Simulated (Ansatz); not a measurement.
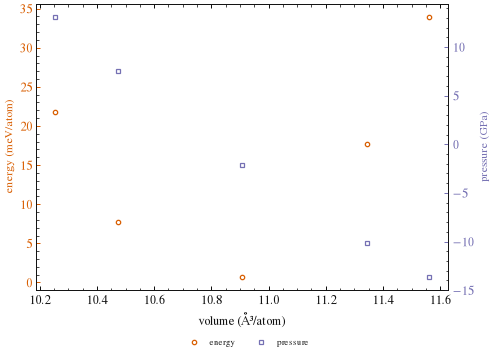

The picture above shows the energy and pressure against volume for C, space group R-3m (No. 166).

Cell as given: a = 8.404 Å, b = 8.404 Å, c = 8.404 Å, α = 16.88°, β = 16.88°, γ = 16.88°; 4 atoms.

Calculation (Ansatz 0.2.0): all-electron LAPW DFT, no spin polarisation; energies at scaled volumes of the given cell, shape and fractions fixed, counted from the fit's minimum, third-order Birch-Murnaghan fit. Level: PBEsol.

- k mesh: 12×12×12
- occupations: Fermi–Dirac
- smearing width: 0.05 eV
- potentials: all electron LAPW, scalar relativistic
- program settings: basis error eV/atom 0.001

The points at volume 10.69 Å³/atom and 11.13 Å³/atom are left out of the plot. What values does the calculation give there?

| volume (Å³/atom) | energy (meV/atom) | pressure (GPa) |
| --- | --- | --- |
| 10.69 | 0.90 | 2.51 |
| 11.13 | 6.45 | −6.32 |

Keep in mind: shape and atomic fractions are frozen while scaling, which makes layered, chain and framework solids too stiff.
